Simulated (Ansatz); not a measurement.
```cif
data_structure
_symmetry_space_group_name_H-M 'P 1'
_symmetry_Int_Tables_number 1
_cell_length_a 5.3931
_cell_length_b 5.8762
_cell_length_c 27.0635
_cell_angle_alpha 90.000
_cell_angle_beta 90.000
_cell_angle_gamma 117.316
_cell_volume 762.03
loop_
_atom_site_label
_atom_site_type_symbol
_atom_site_fract_x
_atom_site_fract_y
_atom_site_fract_z
_atom_site_occupancy
N1 N 0.93540 0.50622 0.28063 1
Al1 Al 0.59469 0.48474 0.28979 1
N2 N 0.72194 0.81993 0.30647 1
Al2 Al 0.08210 0.85512 0.31134 1
N3 N 0.29748 0.23448 0.32588 1
Al3 Al 0.02792 0.36661 0.33413 1
N4 N 0.20127 0.71412 0.36393 1
Al4 Al 0.58204 0.83374 0.36657 1
N5 N 0.76454 0.18125 0.38657 1
Al5 Al 0.47275 0.27279 0.39064 1
N6 N 0.64398 0.62179 0.41465 1
Al6 Al 0.03059 0.73023 0.42121 1
N7 N 0.20896 0.08371 0.44172 1
Al7 Al 0.93153 0.19341 0.44745 1
N8 N 0.10285 0.53809 0.47063 1
Al8 Al 0.48841 0.64471 0.47476 1
N9 N 0.66413 0.99408 0.49728 1
Al9 Al 0.38355 0.10121 0.50249 1
N10 N 0.55759 0.45048 0.52503 1
Al10 Al 0.94360 0.55739 0.52974 1
N11 N 0.11720 0.90328 0.55236 1
Al11 Al 0.83848 0.01100 0.55807 1
N12 N 0.01702 0.36383 0.57884 1
Al12 Al 0.40368 0.47509 0.58504 1
N13 N 0.57917 0.82181 0.60986 1
Al13 Al 0.28576 0.91252 0.61312 1
N14 N 0.46485 0.26089 0.63231 1
Al14 Al 0.84470 0.37251 0.63691 1
N15 N 0.01296 0.72648 0.66365 1
Al15 Al 0.74459 0.85213 0.67494 1
N16 N 0.94480 0.22095 0.69120 1
Al16 Al 0.32392 0.30413 0.69005 1
N17 N 0.47426 0.62274 0.71788 1
Al17 Al 0.12041 0.58279 0.71487 1
```

Method: DFT PBEsol, scalar-relativistic, plane waves, PAW (Ansatz).

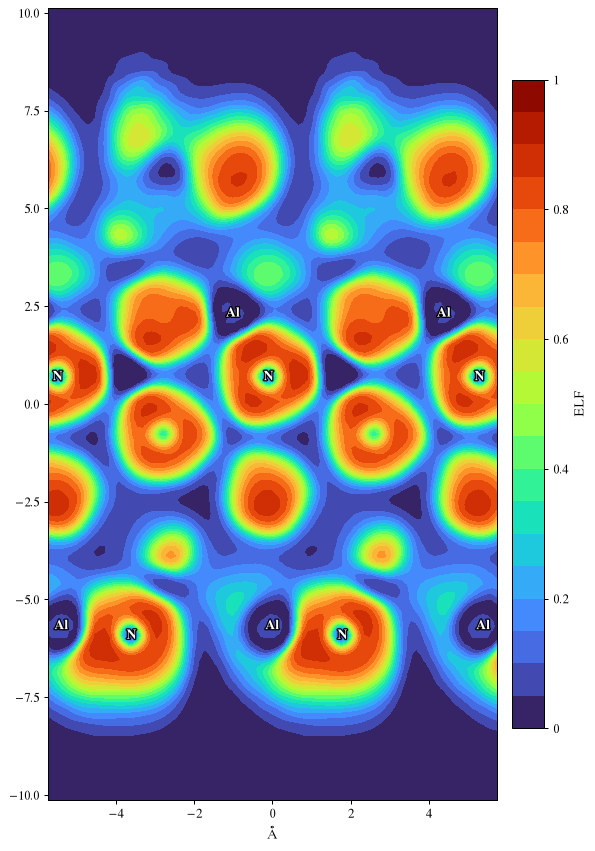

AlN (slab). ELF on the (010) plane of the calculation cell, a cut from vacuum to vacuum.

Describe what can be read from this map.

- The section cuts through N and Al sites.
- Atoms just off the plane (Al, 0.4 Å away and N, 0.3 Å away) can leave unmarked features too.
- Al–N (1.80 Å): the ELF peaks at about 0.85 in the valence shell of N, 0.7 Å from its nucleus, and is about 0.85 at the midpoint.
- Al–N (1.86 Å): the ELF peaks at about 0.90 in the valence shell of N, 0.8 Å from its nucleus, and is about 0.85 at the midpoint.
- Al–N (1.86 Å): the ELF peaks at about 0.90 in the valence shell of N, 0.8 Å from its nucleus, and is about 0.85 at the midpoint.

Does the calculation give a band gap?

It is metallic or semimetallic at this level of theory: no gap opens.
